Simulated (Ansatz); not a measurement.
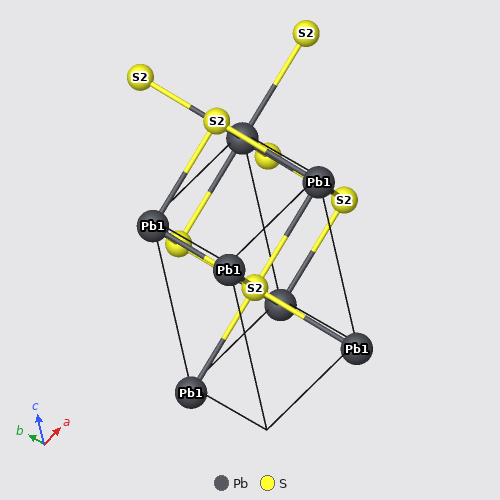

The system is PbS (R3m, No. 160; 2 atoms in the cell); the picture shows the reference structure. 
- The energy is mapped over the lattice constants a and c of the conventional cell.
- The first coordinate is: lattice constant a (and b); the second: lattice constant c.
- Nothing is relaxed (fractional coordinates fixed).
- The grid has 7 × 7 points.
- Points are written as (first, second).
- Energies are in meV/atom, from the lowest grid point.
- The band gap closes in part of the range.
- All numbers below come from DFT r2SCAN, scalar-relativistic, plane waves, PAW in Ansatz 0.2.0. Settings: cutoff 500 eV, k-mesh 9×9×9, gaussian smearing 0.05 eV, no spin polarisation.

Its coordinates:

```
CELL_PARAMETERS angstrom
2.11197 1.21935 3.45087
-2.11197 1.21935 3.45087
0.00000 -2.43870 3.45087
ATOMIC_POSITIONS crystal
Pb 0.97815 0.97815 0.97815
S 0.47745 0.47745 0.47745
```

Range: lattice constant a (and b) from 3.928 to 4.520 Å; lattice constant c from 9.11 to 11.59 Å.

### What will the energy surface look like?

The lowest grid point is at (4.224 Å, 10.35 Å). It is the only kind of minimum in the scanned range. The highest grid point, (3.928 Å, 9.11 Å), lies 438 meV/atom above the lowest. Round the minimum the valley is strongly tilted: raising lattice constant a (and b) shifts the best value of lattice constant c downwards (coupling k₁₂/√(k₁₁k₂₂) about 0.6).

```
lattice constant c ↓, lattice constant a (and b) →  3.928  4.027  4.125  4.224  4.322  4.421  4.520
                                             11.59     94     73     74     95    133    186    253
                                             11.18     75     41     31     43     75    123    185
                                             10.77     84     33     10     11     34     74    131
                                             10.35    122     52     12      0     11     43     91
                                              9.94    191     99     40     11      9     29     67
                                              9.52    296    177     95     47     28     33     60
                                              9.11    438    287    179    108     69     58     71
```

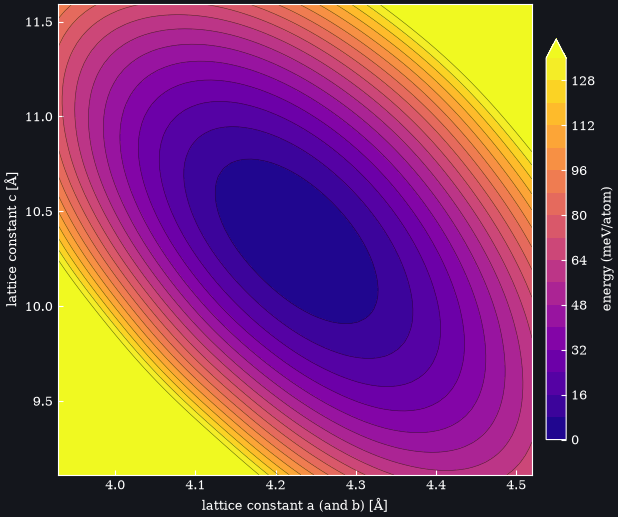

The picture shows filled contours, one colour for all values above the top of the scale. Between grid points the surface is interpolated.

Each point was launched as `ansatz run input.yaml --threads 1 --pin off --max-ram 2048MiB --backend cpu --events-out ev --progress --plain --runs-dir out`. Time for the 49 points that were run: 12 min on 1 thread of Arm Neoverse V2, on a shared host.
